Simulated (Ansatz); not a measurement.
Run report: GaSb, geometry relaxation

- system: GaSb (F-43m, 2 atoms in the cell)
- method: DFT, LDA, PAW with Ansatz's default frozen-core files, scalar-relativistic, no spin polarisation (Ansatz 0.2.0)

The structure was built on a prototype by a generator; it need not be a known phase. It belongs to a series of runs on one base structure; here: cell relaxed at zero pressure.

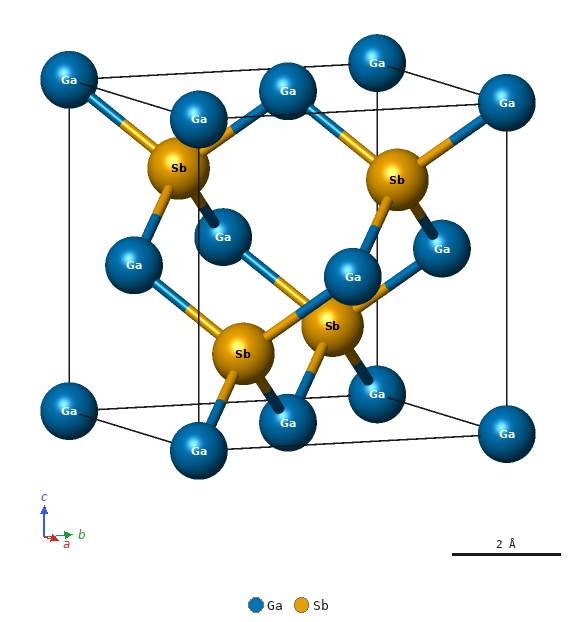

Fig. 1: The input geometry (ball-and-stick view of the cell 4 times as large as that of the calculation, set on its symmetry axes, seen slightly off an axis). An atom can appear more than once, as a periodic image.

Input file:
```yaml
crystal:
  lattice:
    - [0.0, 3.107232506, 3.107232506]
    - [3.107232506, 0.0, 3.107232506]
    - [3.107232506, 3.107232506, 0.0]
  atoms:
    - { symbol: Ga, position: [0.0, 0.0, 0.0] }
    - { symbol: Sb, position: [0.25, 0.25, 0.25] }
kpoints:
  mp_grid: { grid: [11, 11, 11] }
scf:
  occupations: { method: fermi_dirac, width: 0.1 }
hamiltonian:
  xc: lda
  pseudopotentials: { kind: paw }
output:
  forces: true
  stress: true
relax:
  f_tol: 0.005
  max_steps: 40
  cell: {}
```

Launch command:
```bash
ansatz run input.yaml --threads 1 --pin off --max-ram 2048MiB --backend cpu --events-out ev --progress --plain --runs-dir out
```

Log:
```
Engine: ansatz 0.2.0, aarch64-unknown-linux-gnu
Pseudopotentials: kind: paw
Pseudopotential: Ga, paw, valence charge 13, recommended cutoff 420 eV (normal), Ga.paw.azcp
Pseudopotential: Sb, paw, valence charge 15, recommended cutoff 420 eV (normal), Sb.paw.azcp
Functional definition: SPW92
  exchange = slater_x
  correlation = pw_c
Crystal: 2 atoms, lattice volume = 60.000 Å³
Basis set: ecut = 420 eV, 1211 PW (Γ)
Bands: 18, of which v1, the nominal top of the filled ones, is band 14 counted from 1 (13 counted from 0)
Symmetry: 24 space group operations
Space group: F-43m (ITA 216), of the structure as read, at distance tolerance 3.9e-5 Å
k-points: 56 of 1331 (time reversal used)
Non-local potential: Ga, projectors of the file, l = 0: 2, l = 1: 2, l = 2: 3, l = 3: 1
Non-local potential: Sb, projectors of the file, l = 0: 2, l = 1: 2, l = 2: 2, l = 3: 2
PAW form: soft (Blöchl's): semilocal exchange-correlation on the pseudo side does not see the compensation charge
PAW frozen core: Ga, regenerated for the run's functional, and the local potential with it (the file was generated under x = pbe(κ = 0.804, μ = 0.2195149727645171), c = pbe(β = 0.06672455060314922))
PAW frozen core: Sb, regenerated for the run's functional, and the local potential with it (the file was generated under x = pbe(κ = 0.804, μ = 0.2195149727645171), c = pbe(β = 0.06672455060314922))
PAW one-centre angular grid: Ga, 590 points (default); XC on 64 Gauss nodes
PAW one-centre angular grid: Sb, 590 points (default); XC on 64 Gauss nodes
Initial density: superposition of atomic densities (neutral atoms: chi_scale 0, normalization atom), corrected by the library's trained network
Initial wavefunctions: pseudopotential atomic-orbital guess
Functional: x = slater, c = lda
SCF iter   1: F=—  HF=-10042.999430 eV  |F-HF|=—  |Δ(HF+E_count)|=         —  Δρ=5.78e-3  dr2=1.01e-2  ethr=1.77e-3  ⟨swp⟩=6.0  Hψ=5187  notcnv=0
preconditioner: auto → Kerker (q_TF=auto, 2.403 Å⁻¹)  [metal: Δε(μ)=0.185 eV  Ē_g=14.385 eV  σ=0.100 eV  W_gap=0.43  n_scr=14 (ndim 8)  ℏωp=20.3 eV  f_vac=0.105  D(μ)=0.09/eV (n_scr^D=0)]
SCF iter   2: F=—  HF=-10042.995965 eV  |F-HF|=—  |Δ(HF+E_count)|=   3.47e-3  Δρ=3.15e-3  dr2=3.54e-3  ethr=3.60e-5  ⟨swp⟩=2.2  Hψ=1910  notcnv=0
SCF iter   3: F=—  HF=-10042.995341 eV  |F-HF|=—  |Δ(HF+E_count)|=   6.24e-4  Δρ=4.48e-4  dr2=1.81e-4  ethr=1.27e-5  ⟨swp⟩=2.1  Hψ=1761  notcnv=0
SCF iter   4: F=—  HF=-10042.995343 eV  |F-HF|=—  |Δ(HF+E_count)|=   2.37e-6  Δρ=2.91e-4  dr2=8.21e-5  ethr=6.46e-7  ⟨swp⟩=3.0  Hψ=2072  notcnv=0
SCF iter   5: F=—  HF=-10042.995345 eV  |F-HF|=—  |Δ(HF+E_count)|=   1.84e-6  Δρ=1.46e-4  dr2=2.16e-5  ethr=2.93e-7  ⟨swp⟩=2.0  Hψ=1380  notcnv=0
SCF iter   6: F=—  HF=-10042.995343 eV  |F-HF|=—  |Δ(HF+E_count)|=   1.76e-6  Δρ=7.87e-5  dr2=3.26e-6  ethr=7.73e-8  ⟨swp⟩=2.2  Hψ=1647  notcnv=0
SCF iter   7: F=—  HF=-10042.995343 eV  |F-HF|=—  |Δ(HF+E_count)|=   4.02e-7  Δρ=1.44e-5  dr2=2.18e-7  ethr=1.17e-8  ⟨swp⟩=2.0  Hψ=1746  notcnv=0
SCF iter   8: F=-10042.995343 eV  HF=-10042.995343 eV  |F-HF|=3.37e-9  |Δ(HF+E_count)|=   6.50e-9  Δρ=3.66e-6  dr2=1.16e-8  ethr=3.57e-10  ⟨swp⟩=4.9  Hψ=3438  notcnv=0
SCF 1 converged in 8 iterations: F = -10042.995343 eV  dr2 = 1.16e-8
  greatest PAW one-centre occupation: 0.998 electrons in one spin orbital (limit 2), on the Sb atom at site 1 (counted from 0), in its partial waves of l = 2
relax step   1: F+E_penalty+E_count = -10042.99534289 eV  Δ(F+E_penalty+E_count) = +0.000e0 eV  max|allowed force component| = 1.665e-16 eV/Å  Δτ_max = 0.0000 Å  P = -3.692 GPa  Ω = 60.000 Å³  (8 SCF iters, dr2 threshold 1.00e-7 eV, accepted)
Crystal: 2 atoms, lattice volume = 53.605 Å³
Basis set: ecut = 420 eV, 1067 PW (Γ)
Initial density: handed on by an earlier stage of this run
Initial wavefunctions: those handed on with the density
iter 1 solved again at ethr=3.97e-5 eV; its pass at ethr=3.10e-3 eV (dr2=1.11e-2 eV) is discarded
SCF iter   1: F=—  HF=-10043.047620 eV  |F-HF|=—  |Δ(HF+E_count)|=         —  Δρ=4.10e-3  dr2=1.13e-2  ethr=3.97e-5  ⟨swp⟩=1.2  Hψ=6130  notcnv=0
preconditioner: auto → none  [insulator: Δε(μ)=0.289 eV  Ē_g=14.892 eV  σ=0.100 eV  W_gap=0.59  n_scr=14 (ndim 8)  ℏωp=21.5 eV  f_vac=0.036  D(μ)=0.03/eV (n_scr^D=0)  ε∞_Penn≈3.1]
SCF iter   2: F=—  HF=-10043.044768 eV  |F-HF|=—  |Δ(HF+E_count)|=   2.85e-3  Δρ=1.81e-3  dr2=1.74e-3  ethr=3.97e-5  ⟨swp⟩=1.1  Hψ=1011  notcnv=0
SCF iter   3: F=—  HF=-10043.044520 eV  |F-HF|=—  |Δ(HF+E_count)|=   2.48e-4  Δρ=4.52e-4  dr2=1.06e-4  ethr=6.20e-6  ⟨swp⟩=2.5  Hψ=1479  notcnv=0
SCF iter   4: F=—  HF=-10043.044464 eV  |F-HF|=—  |Δ(HF+E_count)|=   5.61e-5  Δρ=1.58e-4  dr2=8.77e-6  ethr=3.79e-7  ⟨swp⟩=2.0  Hψ=1528  notcnv=0
SCF iter   5: F=—  HF=-10043.044463 eV  |F-HF|=—  |Δ(HF+E_count)|=   1.33e-6  Δρ=4.72e-5  dr2=5.95e-7  ethr=3.13e-8  ⟨swp⟩=2.0  Hψ=1507  notcnv=0
SCF iter   6: F=-10043.044463 eV  HF=-10043.044463 eV  |F-HF|=2.53e-9  |Δ(HF+E_count)|=   2.43e-8  Δρ=3.99e-6  dr2=7.90e-9  ethr=7.14e-10  ⟨swp⟩=5.0  Hψ=3575  notcnv=0
SCF 2 converged in 6 iterations: F = -10043.044463 eV  dr2 = 7.90e-9
relax step   2: F+E_penalty+E_count = -10043.04446258 eV  Δ(F+E_penalty+E_count) = -4.912e-2 eV  max|allowed force component| = 2.776e-17 eV/Å  Δτ_max = 0.0000 Å  P = +1.907 GPa  Ω = 53.605 Å³  energy of the carried Pulay correction = +1.132e-3 eV  (6 SCF iters, dr2 threshold 2.00e-7 eV, accepted)
Crystal: 2 atoms, lattice volume = 55.624 Å³
iter 1 solved again at ethr=4.88e-6 eV; its pass at ethr=3.10e-3 eV (dr2=1.37e-3 eV) is discarded
SCF iter   1: F=—  HF=-10043.054229 eV  |F-HF|=—  |Δ(HF+E_count)|=         —  Δρ=1.41e-3  dr2=1.38e-3  ethr=4.88e-6  ⟨swp⟩=2.2  Hψ=6391  notcnv=0
preconditioner: auto → none  [insulator: Δε(μ)=0.324 eV  Ē_g=14.694 eV  σ=0.100 eV  W_gap=0.65  n_scr=14 (ndim 8)  ℏωp=21.1 eV  f_vac=0.079  D(μ)=0.05/eV (n_scr^D=0)  ε∞_Penn≈3.1]
SCF iter   2: F=—  HF=-10043.053909 eV  |F-HF|=—  |Δ(HF+E_count)|=   3.20e-4  Δρ=6.21e-4  dr2=2.26e-4  ethr=4.88e-6  ⟨swp⟩=1.0  Hψ=1009  notcnv=0
SCF iter   3: F=—  HF=-10043.053884 eV  |F-HF|=—  |Δ(HF+E_count)|=   2.50e-5  Δρ=1.45e-4  dr2=1.04e-5  ethr=8.06e-7  ⟨swp⟩=2.8  Hψ=1462  notcnv=0
SCF iter   4: F=—  HF=-10043.053879 eV  |F-HF|=—  |Δ(HF+E_count)|=   4.82e-6  Δρ=5.61e-5  dr2=1.28e-6  ethr=3.70e-8  ⟨swp⟩=2.0  Hψ=1513  notcnv=0
SCF iter   5: F=-10043.053879 eV  HF=-10043.053879 eV  |F-HF|=3.44e-8  |Δ(HF+E_count)|=   2.69e-7  Δρ=1.86e-5  dr2=1.03e-7  ethr=7.14e-10  ⟨swp⟩=5.0  Hψ=3850  notcnv=0
SCF 3 converged in 5 iterations: F = -10043.053879 eV  dr2 = 1.03e-7
relax step   3: F+E_penalty+E_count = -10043.05387859 eV  Δ(F+E_penalty+E_count) = -9.416e-3 eV  max|allowed force component| = 3.701e-17 eV/Å  Δτ_max = 0.0000 Å  P = -0.277 GPa  Ω = 55.624 Å³  energy of the carried Pulay correction = +7.613e-4 eV  (5 SCF iters, dr2 threshold 2.00e-7 eV, accepted)
Crystal: 2 atoms, lattice volume = 55.360 Å³
iter 1 solved again at ethr=1.28e-7 eV; its pass at ethr=3.10e-3 eV (dr2=3.58e-5 eV) is discarded
SCF iter   1: F=—  HF=-10043.054175 eV  |F-HF|=—  |Δ(HF+E_count)|=         —  Δρ=1.75e-4  dr2=2.14e-5  ethr=1.28e-7  ⟨swp⟩=2.8  Hψ=6117  notcnv=0
preconditioner: auto → none  [insulator: Δε(μ)=0.308 eV  Ē_g=14.723 eV  σ=0.100 eV  W_gap=0.61  n_scr=14 (ndim 8)  ℏωp=21.2 eV  f_vac=0.071  D(μ)=0.05/eV (n_scr^D=0)  ε∞_Penn≈3.1]
SCF iter   2: F=—  HF=-10043.054169 eV  |F-HF|=—  |Δ(HF+E_count)|=   5.56e-6  Δρ=7.44e-5  dr2=3.24e-6  ethr=7.65e-8  ⟨swp⟩=1.2  Hψ=1038  notcnv=0
SCF iter   3: F=-10043.054169 eV  HF=-10043.054169 eV  |F-HF|=2.43e-7  |Δ(HF+E_count)|=   5.05e-7  Δρ=1.73e-5  dr2=1.90e-7  ethr=6.84e-10  ⟨swp⟩=3.9  Hψ=4409  notcnv=0
SCF 4 converged in 3 iterations: F = -10043.054169 eV  dr2 = 1.90e-7
relax step   4: F+E_penalty+E_count = -10043.05416873 eV  Δ(F+E_penalty+E_count) = -2.901e-4 eV  max|allowed force component| = 3.701e-17 eV/Å  Δτ_max = 0.0000 Å  P = -0.016 GPa  Ω = 55.360 Å³  energy of the carried Pulay correction = +8.091e-4 eV  (3 SCF iters, dr2 threshold 1.91e-7 eV, accepted)
Initial wavefunctions: pseudopotential atomic-orbital guess (no wavefunctions were taken with the density)
iter 1 solved again at ethr=3.42e-7 eV; its pass at ethr=3.10e-3 eV (dr2=9.58e-5 eV) is discarded
SCF iter   1: F=—  HF=-10043.053310 eV  |F-HF|=—  |Δ(HF+E_count)|=         —  Δρ=7.42e-5  dr2=6.28e-7  ethr=3.42e-7  ⟨swp⟩=3.0  Hψ=7684  notcnv=0
preconditioner: auto → none  [insulator: Δε(μ)=0.307 eV  Ē_g=14.722 eV  σ=0.100 eV  W_gap=0.61  n_scr=14 (ndim 8)  ℏωp=21.2 eV  f_vac=0.070  D(μ)=0.05/eV (n_scr^D=0)  ε∞_Penn≈3.1]
SCF iter   2: F=—  HF=-10043.053310 eV  |F-HF|=—  |Δ(HF+E_count)|=   4.04e-7  Δρ=5.49e-5  dr2=6.52e-7  ethr=2.24e-9  ⟨swp⟩=2.0  Hψ=1514  notcnv=0
SCF iter   3: F=—  HF=-10043.053309 eV  |F-HF|=—  |Δ(HF+E_count)|=   4.00e-8  Δρ=1.55e-5  dr2=4.07e-8  ethr=2.24e-9  ⟨swp⟩=2.0  Hψ=1492  notcnv=0
SCF iter   4: F=—  HF=-10043.053309 eV  |F-HF|=—  |Δ(HF+E_count)|=   2.30e-8  Δρ=1.62e-6  dr2=5.99e-10  ethr=1.45e-10  ⟨swp⟩=2.0  Hψ=1514  notcnv=0
SCF iter   5: F=—  HF=-10043.053309 eV  |F-HF|=—  |Δ(HF+E_count)|=  1.51e-10  Δρ=5.23e-7  dr2=4.16e-11  ethr=2.14e-12  ⟨swp⟩=2.1  Hψ=1282  notcnv=0
SCF iter   6: F=-10043.053309 eV  HF=-10043.053309 eV  |F-HF|=5.46e-12  |Δ(HF+E_count)|=  1.46e-11  Δρ=5.60e-8  dr2=9.96e-13  ethr=1.00e-12  ⟨swp⟩=6.0  Hψ=4442  notcnv=0
SCF 5 converged in 6 iterations: F = -10043.053309 eV  dr2 = 9.96e-13
relax step   5: F+E_penalty+E_count = -10043.05330945 eV  Δ(F+E_penalty+E_count) = +8.593e-4 eV  max|allowed force component| = 4.626e-17 eV/Å  Δτ_max = 0.0000 Å  P = -0.015 GPa  Ω = 55.360 Å³  stress off target by 1.49e-2 GPa  SCF on the basis re-selected at this cell (its energy is not comparable with the rows above)  (6 SCF iters)
```

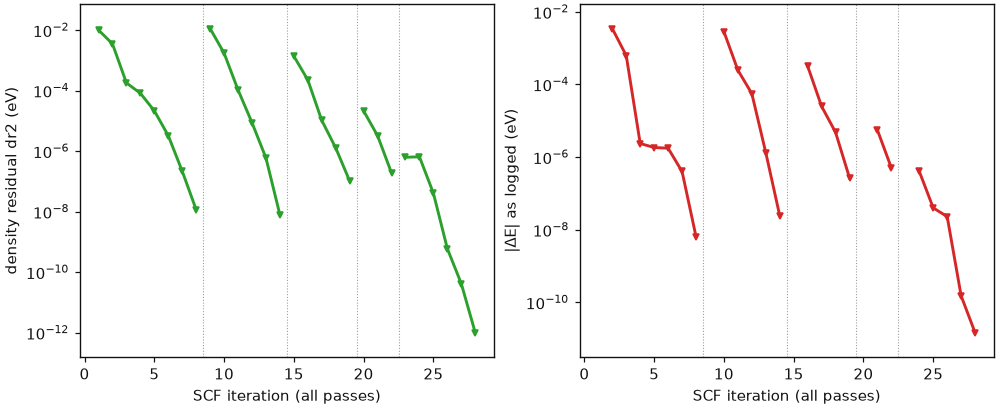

Fig. 2: Convergence of the self-consistent field: density residual dr2 and size of the energy change against the SCF iteration. The dotted lines part the SCF passes of the relaxation: geometry steps, rejected trials and re-solves on a re-selected basis. The 5 passes take 3 to 8 iterations each, 28 in all.

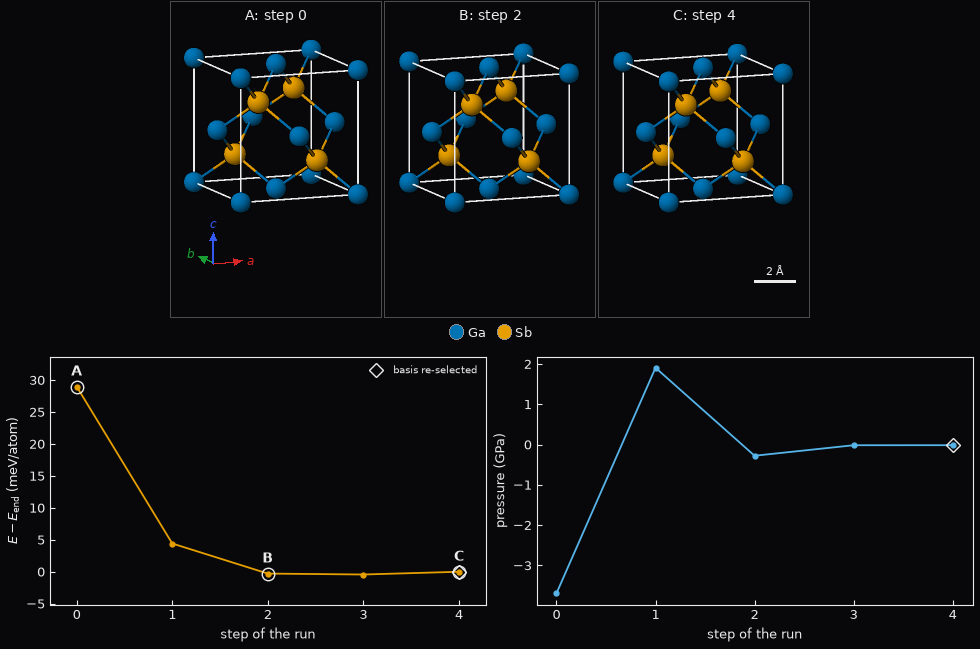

Fig. 3: Frames of the relaxation (ball-and-stick view of the cell 4 times as large as that of the calculation, set on its symmetry axes, seen slightly off an axis) above the curves, on which the letters mark them (the first geometry is step 0 here and step 1 in the log).

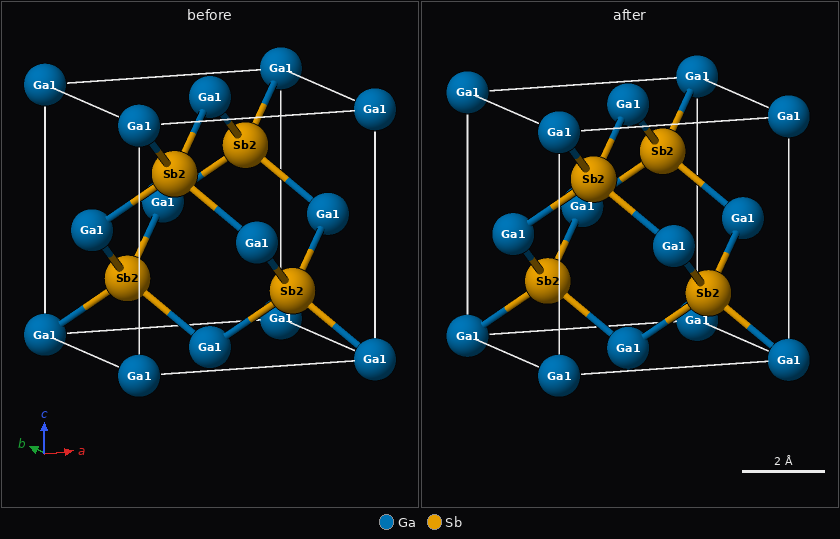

Fig. 4: Before (left) and after (right) the relaxation, at one scale (ball-and-stick view of the cell 4 times as large as that of the calculation, set on its symmetry axes, seen slightly off an axis). The atoms keep their places relative to the cell (all moves are under 0.005 Å). The volume changes by −7.7 %, with a = b = c 6.214 → 6.050 Å (−2.6 %). Among the contacts that change: Ga1–Sb2 2.691 → 2.620 Å. The space group stays F-43m (No. 216). After 3 geometry steps the energy has fallen by 29.4 meV per atom. All forces vanish by symmetry, so only the cell relaxes. Pressure: −3.69 GPa at the start and −0.01 GPa at the end. A last SCF at the same geometry on a re-selected plane-wave basis shifts the energy by +0.4 meV per atom. (Atoms are counted from 1 in the order of the input.)

```
basis re-selected at this cell: Δ(F+E_penalty+E_count) = +8.593e-4 eV, ΔP = +0.001 GPa vs the last step (what re-selecting the basis moved, of the pressure what is left beyond the Pulay correction that the steps carried, after the strain that the cell walked since its last selection, with what the two solves' SCF thresholds leave and, on support functions, any second-order correction that the steps lacked; it is no measure of the basis error at this ecutwfc). This SCF's stress stands 1.49e-2 GPa from its target on what of the cell is left free (relax.cell.stress_tol is 5.00e-2 GPa) and its largest allowed force component is 4.63e-17 eV/Å (relax.f_tol is 5.00e-3 eV/Å): within both
SCF converged after 6 iterations
Free energy (F): -10043.053309 eV
Harris-Foulkes:  -10043.053309 eV  (|F-HF|=5.46e-12)
Internal energy: -10043.051427 eV  (E = F + TS)
E sigma→0 (E₀):  -10043.052368 eV
Entropy (-TS):   -0.001883 eV (-0.941 meV/atom)
Fermi energy:    7.980647 eV
--- Per-component energies (eV) ---
  E_band       = -260.254237
  E_kinetic    = 325.628574
  E_local      = -3878.034031  (includes V_loc(G=0)·N_el)
  E_nonlocal   = 793.217588
  E_hartree    = 1782.684589
  E_xc         = -207.027653
  E_vxc        = -156.388305  (∫ρ·V_xc dr)
  E_paw        = -6339.832586  (= ΣΔE_a)
  E_vpaw       = -910.047083  (= ΣTr[D̂ρ^β])
  E_aug_tail   = -0.000125  (compensation charges beyond the density's cutoff)
  E_ewald      = -2521.975084
  E_core_change = 2.287303  (= ΣΔE_core)
  E_smearing   = -0.001883  (= −TS)
  E_closure    = -0.000000  (closes the sum)
  Σ components = -10043.053309   (vs F -10043.053309, Δ=0.00e0)
--- Forces (eV/Å), atoms counted from 1 ---
  atom   1  Ga     0.00000000     0.00000000    -0.00000000
  atom   2  Sb    -0.00000000     0.00000000     0.00000000
  max |Σ_I F_I| component: 3.70e-17 eV/Å
--- Stress (GPa, compression-positive) ---
       -0.014865      -0.000000      -0.000000
        0.000000      -0.014865       0.000000
        0.000000       0.000000      -0.014865
  P = ⅓ Tr σ = -0.0149 GPa (-0.149 kbar)
--- Relaxed structure (4 steps of the walk, 4 accepted, 1 SCFs on fresh bases) ---
  F+E_penalty+E_count = -10043.05330945 eV   max|allowed force component| = 4.626e-17 eV/Å   (the final SCF, on the basis selected at the relaxed cell)
  cell:  # Å, volume = 55.3596 Å³
    - [-1.9680874477059215e-33, 3.024969870030773, 3.024969870030773]
    - [3.024969870030773, 6.980659685066958e-33, 3.024969870030773]
    - [3.024969870030773, 3.024969870030773, 1.1130203284356304e-32]
  atoms:
    - { symbol: Ga, position: [-2.2313579001268496e-33, 2.2313579001268496e-33, 2.1487150149369665e-33] }
    - { symbol: Sb, position: [0.25, 0.25, 0.25] }
```

Trajectory as extended XYZ (Å, eV, eV/Å), 5 frames, from step=1 to step=5:
```
2
Lattice="0.0000 3.1072 3.1072 3.1072 0.0000 3.1072 3.1072 3.1072 0.0000" Properties=species:S:1:pos:R:3:forces:R:3 step=1 energy=-10042.99534 pressure_GPa=-3.69
Ga    0.0000    0.0000    0.0000    0.0000   0.0000   0.0000
Sb    1.5536    1.5536    1.5536    0.0000   0.0000   0.0000
2
Lattice="0.0000 2.9927 2.9927 2.9927 0.0000 2.9927 2.9927 2.9927 0.0000" Properties=species:S:1:pos:R:3:forces:R:3 step=2 energy=-10043.04446 pressure_GPa=1.91
Ga    0.0000    0.0000    0.0000    0.0000   0.0000   0.0000
Sb    1.4963    1.4963    1.4963    0.0000   0.0000   0.0000
2
Lattice="0.0000 3.0298 3.0298 3.0298 0.0000 3.0298 3.0298 3.0298 0.0000" Properties=species:S:1:pos:R:3:forces:R:3 step=3 energy=-10043.05388 pressure_GPa=-0.28
Ga    0.0000    0.0000    0.0000    0.0000   0.0000   0.0000
Sb    1.5149    1.5149    1.5149    0.0000   0.0000   0.0000
2
Lattice="0.0000 3.0250 3.0250 3.0250 0.0000 3.0250 3.0250 3.0250 0.0000" Properties=species:S:1:pos:R:3:forces:R:3 step=4 energy=-10043.05417 pressure_GPa=-0.02
Ga    0.0000    0.0000    0.0000    0.0000   0.0000   0.0000
Sb    1.5125    1.5125    1.5125    0.0000   0.0000   0.0000
2
Lattice="0.0000 3.0250 3.0250 3.0250 0.0000 3.0250 3.0250 3.0250 0.0000" Properties=species:S:1:pos:R:3:forces:R:3 step=5 energy=-10043.05331 pressure_GPa=-0.01
Ga    0.0000    0.0000    0.0000    0.0000   0.0000   0.0000
Sb    1.5125    1.5125    1.5125    0.0000   0.0000   0.0000
```

Results in brief:

- outcome: converged
- space group (tolerance 0.01 Å): F-43m (216)
- electrons treated: 28
- free energy: −10043.0533 eV
- Fermi energy: 7.981 eV
- pressure: −0.01 GPa
- final volume: 55.36 Å³
- largest force (length of the vector) at the end: under 0.001 eV/Å
- final cell: a = 4.278 Å, b = 4.278 Å, c = 4.278 Å, α = 60.00°, β = 60.00°, γ = 60.00°
- hardware: 1 thread of Arm Neoverse V1, 24 GiB of memory available, shared host
- wall time: 25 s
- peak memory: 0.37 GiB
